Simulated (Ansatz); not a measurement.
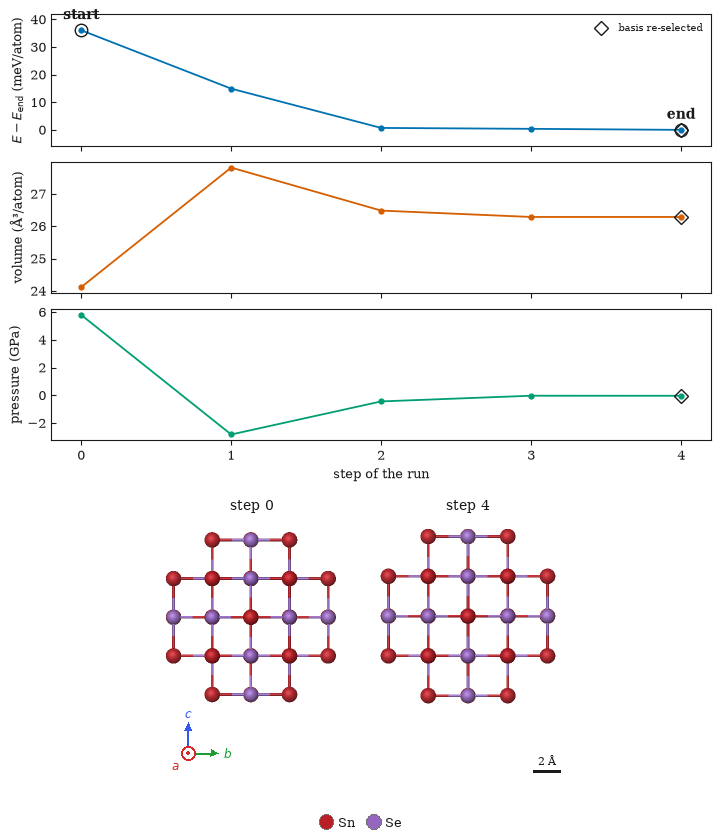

First and last geometry of a relaxation of a crystal of SnSe (a generated structure, set up in Fm-3m), with the history of the run. Style: ball-and-stick. Shown: the conventional cell (4 times the calculation's cell), along the a axis. Lengths and directions refer to the drawn axes.

Case: As → Se, Sb → Sn on all its sites, cell and atoms relaxed.

Level of theory: DFT PBEsol, scalar-relativistic, plane waves, PAW in Ansatz. Set-up: plane-wave cutoff 420 eV; k-point mesh 8 × 8 × 8; occupations gaussian; smearing width 0.02 eV; no spin polarisation; cell and atoms relaxed; force threshold 0.01 eV/Å; at most 60 steps.

Read the history and describe the run.

It converged. The atoms keep their places relative to the cell (all moves are under 0.005 Å). The drawn cell changes as follows: a = b = c 5.778 → 5.947 Å (+2.9 %); the volume changes by +9.0 %. Some distances before and after: Se–Sn 2.889 → 2.973 Å. The space group stays Fm-3m (No. 225). After 3 accepted moves (4 points after the start) the energy has fallen by 36.1 meV per atom. All forces vanish by symmetry, so only the cell relaxes. The pressure goes from 5.80 to −0.03 GPa. The SCF was repeated once at an unchanged geometry on a basis and grid sized afresh for the cell, which shifted the energy by 0.4 meV per atom at most. The run took 18 s on 1 thread of Arm Neoverse V1 (shared host), peak memory 0.37 GiB.

```csv
step,"E − E(0), meV/atom","pressure, GPa","volume, Å³/atom",note
0,0.00,5.80,24.115,
1,-21.16,-2.82,27.814,
2,-35.39,-0.44,26.483,
3,-35.71,-0.03,26.286,
4,-36.09,-0.03,26.286,"same geometry, new basis"
```
